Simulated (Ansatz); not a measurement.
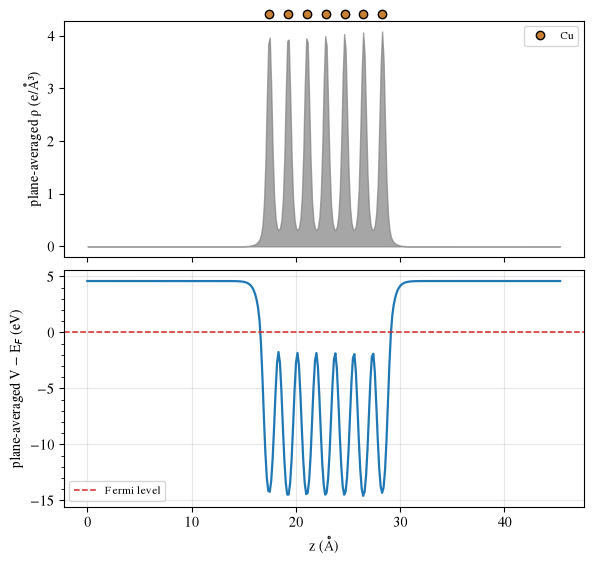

Figure 1: Cu (slab). Plane average of the electrostatic potential energy of an electron and of the valence charge density (pseudo) across the slab. Circles mark the heights of the atoms.

Computed with Ansatz, Kohn-Sham DFT of a periodic cell, PBE, Ansatz PAW.

Input file:

```
crystal:
  lattice:
    - [2.556191014, 0.0, 0.0]
    - [0.0, 2.556191014, 0.0]
    - [0.0, 0.0, 25.845]
  atoms:
    - { symbol: Cu, position: [0.5, 0.5, 0.2901915264] }
    - { symbol: Cu, position: [0.0, 0.0, 0.3601276843] }
    - { symbol: Cu, position: [0.5, 0.5, 0.4300638421] }
    - { symbol: Cu, position: [0.0, 0.0, 0.5] }
    - { symbol: Cu, position: [0.5, 0.5, 0.5699361579] }
    - { symbol: Cu, position: [0.0, 0.0, 0.6398723157] }
    - { symbol: Cu, position: [0.5, 0.5, 0.7098084736] }
  periodic: [true, true, false]
hamiltonian:
  xc: pbe
  pseudopotentials: { kind: paw }
kpoints:
  mp_grid: { grid: [10, 10, 1] }
scf:
  occupations: { method: fermi_dirac, width: 0.05 }
output:
  forces: true
  eigenvalues: true
  write_density: true
  write_potential: true
  elf: true
  volumetric_format: npy
```

Run with:

```sh
ansatz run input.yaml --threads 4 --pin off --max-ram 11264MiB --backend cpu --events-out ev --progress --plain --runs-dir out
```

Q: What is the work function?

A: The potential is flat in the vacuum, 4.59 eV above the Fermi level; this is the work function, the same on both faces.

Q: How thick is the slab, and how wide the vacuum?

A: The outermost nuclei are 10.8 Å apart, in 7 atomic planes; the vacuum between periodic images is 34.6 Å wide.
